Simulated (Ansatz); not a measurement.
System: Al₂Cu (slab).

The calculation's input:

```
crystal:
  lattice:
    - [4.8103827296, 0.0, 0.0]
    - [-2.4051913648, 4.217481682, 0.0]
    - [0.0, 0.0, 24.1005112911]
  atoms:
    - { symbol: Al, position: [0.4082048451, 0.8164096903, 0.352689613] }
    - { symbol: Al, position: [0.0917951549, 0.1835903097, 0.352689613] }
    - { symbol: Al, position: [0.75, 0.5, 0.4080598936] }
    - { symbol: Cu, position: [0.75, 0.0, 0.4401873766] }
    - { symbol: Cu, position: [0.25, 0.0, 0.4401873766] }
    - { symbol: Al, position: [0.25, 0.5, 0.4723148597] }
    - { symbol: Al, position: [0.9082048451, 0.8164096903, 0.5276851403] }
    - { symbol: Al, position: [0.5917951549, 0.1835903097, 0.5276851403] }
    - { symbol: Al, position: [0.25, 0.5, 0.5830554209] }
    - { symbol: Cu, position: [0.25, 0.0, 0.615182904] }
    - { symbol: Cu, position: [0.75, 0.0, 0.615182904] }
    - { symbol: Al, position: [0.75, 0.5, 0.647310387] }
basis:
  ecutwfc: 420
kpoints:
  mp_grid: { grid: [7, 7, 1] }
hamiltonian:
  xc: pbe
  dispersion: d3bj
scf:
  occupations: { method: gaussian, width: 0.1 }
output:
  forces: true
  eigenvalues: true
  write_density: true
  write_potential: true
  elf: true
  volumetric_format: npy
relax:
  adjacent_minimum: "off"
  f_tol: 0.03
  max_steps: 70
  constraints: [{ sites: [0, 1, 2, 3, 4, 5] }]
efield:
  axis: 3
  dipole_correction: true
  ramp_width: 0.04
```

Run with:

```sh
ansatz run input.yaml --threads 2 --pin off --max-ram 5120MiB --backend cpu --events-out ev --progress --plain --runs-dir out
```

The fields are those of the run's last geometry, not of the input's.

Computed without spin polarisation.

The calculation used DFT PBE+D3(BJ), scalar-relativistic, plane waves, PAW in Ansatz.

**What can the converged valence pseudo-density and electron localisation function tell about the bonding?**

Al–Cu (2.48 Å): ρ is about 0.32 e/Å³ halfway; the ELF peaks at about 0.70 between the atoms.
Al–Cu (2.55 Å): the density is about 0.29 e/Å³ at the midpoint; the ELF peaks at about 0.65 between the atoms.

**Does the calculation give a band gap?**

It is metallic or semimetallic at this level of theory: no gap opens.

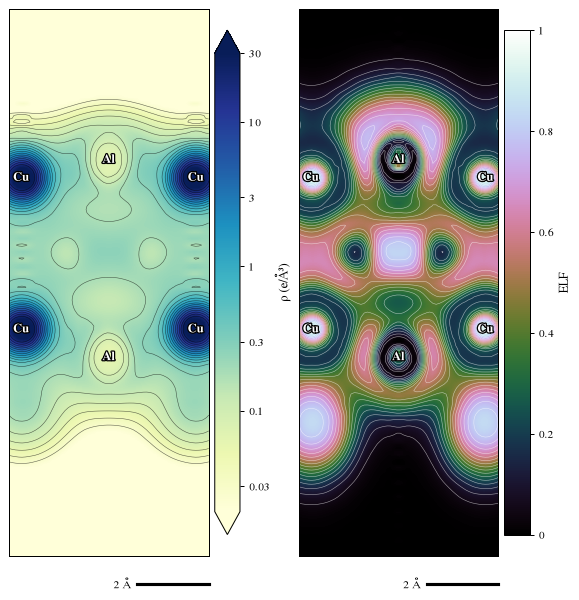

Computed valence pseudo-density and electron localisation function on the (100) plane of the calculation cell, a cut from vacuum to vacuum, in this order. Atoms just off the plane (Al, 0.7 Å away) can leave unmarked features too.
